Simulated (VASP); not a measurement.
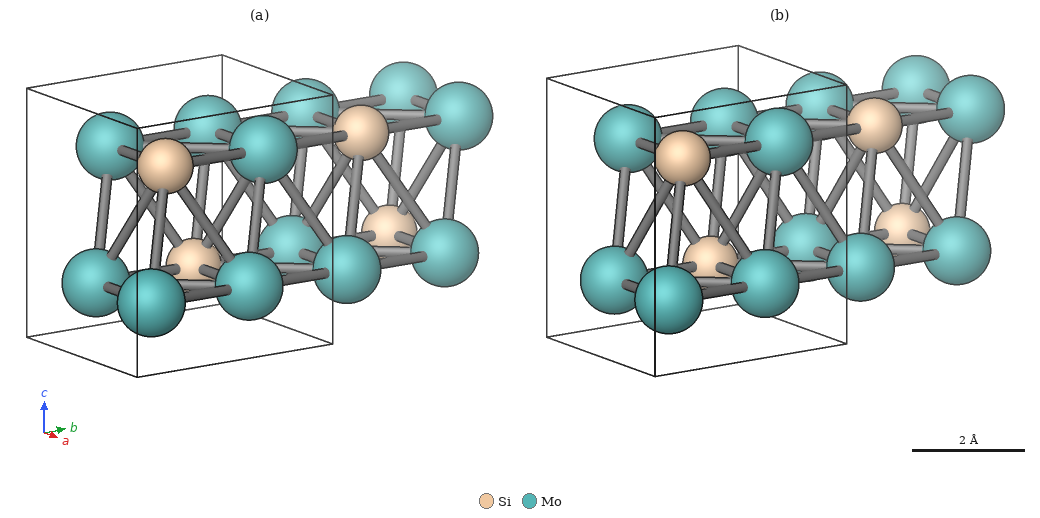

The structure of a crystal of SiMo₃ (a generated structure, set up in P6_3/mmc) before (left) and after (right) a relaxation, at one scale.

The picture is a ball-and-stick view of the cell of the calculation, repeated 1 × 2 × 1 with one cell outlined, seen slightly off an axis.

The run lets cell and atoms move.

Level of theory: Kohn-Sham DFT of a periodic cell, PBE, VASP PAW PBE potentials, recommended in VASP 6.6.1.

The input:
```
  ALGO = Fast
  EDIFF = 1E-4
  EDIFFG = -0.08
  ENCUT = 520
  GGA = PE
  IBRION = 2
  ISIF = 3
  ISMEAR = 0
  LASPH = True
  LCHARG = False
  LREAL = False
  LWAVE = False
  NELM = 60
  NSW = 24
  PREC = Normal
  SIGMA = 0.15
```

Launched with:
```bash
cat potpaw_PBE.64/Si/POTCAR potpaw_PBE.64/Mo_sv/POTCAR > POTCAR
mpirun -np 1 vasp_std > vasp.out
```

What changed between the two?

Answer. Over 5 geometry steps the energy falls by 0.211 eV per cell of the calculation. Largest force component: 0.18 eV/Å at the start, 0.074 eV/Å at the end. Pressure: 0.47 GPa at the start and 0.35 GPa at the end. The largest moves relative to the cell, 0.006 Å, are those of Mo atoms. Si stays in place. The drawn cell changes at constant volume: a = b 5.550 → 5.441 Å (−2.0 %), c 4.500 → 4.681 Å (+4.0 %). Some distances before and after: Mo–Mo 2.776 → 2.710 Å, Mo–Si 2.762 → 2.822 Å, Mo–Si 2.775 → 2.721 Å, Mo–Mo 2.762 → 2.815 Å. The space group stays P6_3/mmc (No. 194).
